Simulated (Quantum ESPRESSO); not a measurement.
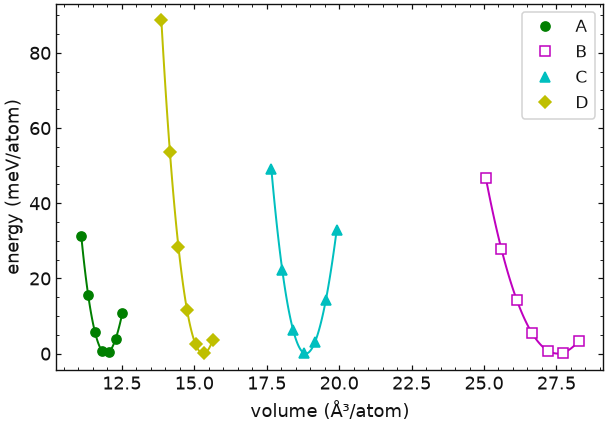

The plot gives the computed energy against volume, with one curve for each element, for Cu, Pd, Sb and Ta (all in space group Fm-3m (No. 225)). The labels are replaced by letters.

How it was computed, with Quantum ESPRESSO 7.5: plane-wave DFT, no spin polarisation; energies at scaled volumes of the given cell, shape and fractions fixed, counted from the fit's minimum, third-order Birch-Murnaghan fit. Level: PBE.

occupations Fermi–Dirac; smearing width 0.05 eV; potentials SSSP 1.3 efficiency PBE.

Which letter stands for which compound?

A: Cu; B: Sb; C: Ta; D: Pd.
